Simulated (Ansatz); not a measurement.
AlN

The calculation's input:

```
crystal:
  lattice:
    - [0.1135295273, 2.2422081634, 2.2422081634]
    - [2.2422081634, 0.1135295273, 2.2422081634]
    - [2.2422081634, 2.2422081634, 0.1135295273]
  atoms:
    - { symbol: Al, position: [0.0, 0.0, 0.0] }
    - { symbol: "N", position: [0.75, 0.75, 0.75] }
basis:
  ecutwfc: 500
kpoints:
  mp_grid: { grid: [10, 10, 10] }
hamiltonian:
  xc: r2scan
scf:
  occupations: { method: gaussian, width: 0.05 }
output:
  forces: true
  stress: true
  eigenvalues: true
  write_density: true
  write_potential: true
  elf: true
  volumetric_format: npy
```

Command:

```sh
ansatz run input.yaml --threads 1 --pin off --max-ram 2560MiB --backend cpu --events-out ev --progress --plain --runs-dir out
```

Below, planes, directions and counts refer to the conventional cell (a = 3.01 Å, b = 3.01 Å, c = 7.96 Å, α = 90.00°, β = 90.00°, γ = 120.00°).

Space group R3m; a structure from a database of computed crystals, not necessarily the ambient phase; not relaxed (largest force 0.5 eV/Å).

Computed with DFT r2SCAN, scalar-relativistic, plane waves, PAW (Ansatz 0.2.0).

Core electrons are frozen (PAW), and the valence fields are smoothed inside the atomic spheres.

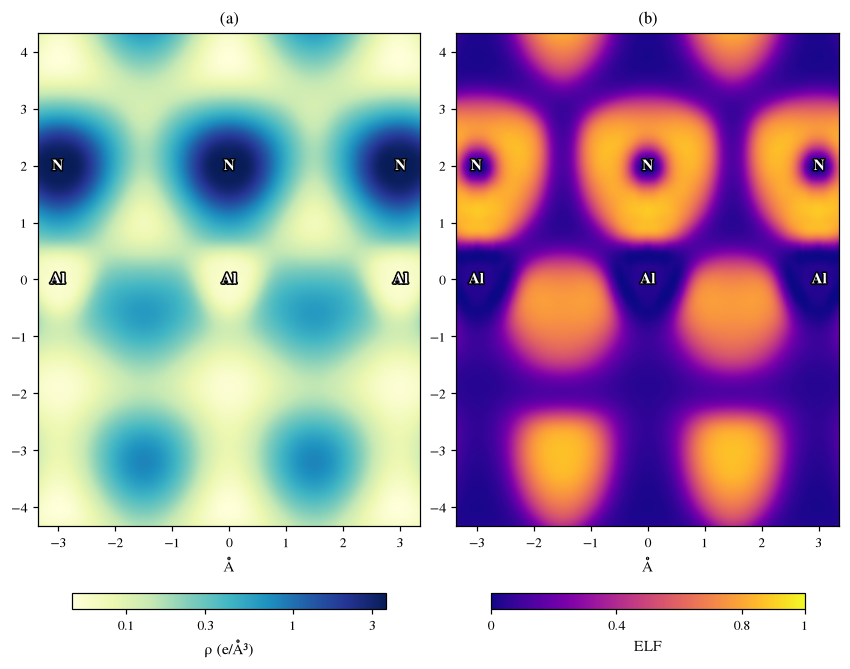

Figure 1. (a) valence electron density; (b) electron localisation function on the (100) plane of the conventional cell.

Q: What does the map show?

A:
- Atoms in the plane: Al and N.
- Atoms just off the plane (Al, 0.9 Å away and N, 0.9 Å away) can leave unmarked features too.
- Al–N (1.99 Å): ρ at the midpoint is about 0.58 e/Å³; the ELF peaks at about 0.90 in the valence shell of N, 0.8 Å from its nucleus, and is about 0.85 at the midpoint.
- Between the atoms the lowest density in this plane is 0.05 e/Å³.

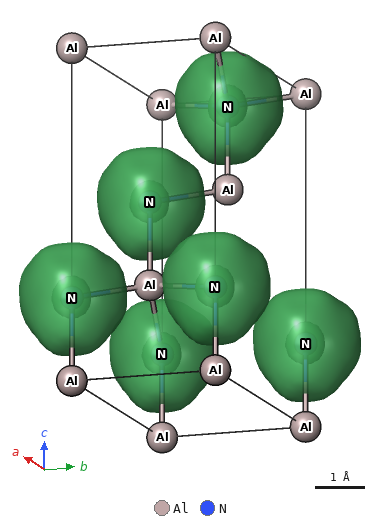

Figure 2. Isosurface of the electron localisation function at 0.65 (green), seen at an oblique angle. Core shells and regions of very low density are left out. Sticks mark near contacts.

Q: Where are the electrons localised?

A: The ELF exceeds this value in three regions on N in which the atom's valence shell and bonds are merged, counted in one cell of 6 atoms. Regions shared between cells count once. Along the contacts the grid gives the following. Al–N (1.86 Å): the ELF peaks at about 0.90 in the valence shell of N, 0.7 Å from its nucleus, and is about 0.85 at the midpoint.

Q: Does the calculation give a band gap?

A: It is gapped, with a Kohn–Sham gap of 3.7 eV on the k-point mesh (the band edges may lie off the mesh, which would make the gap smaller).
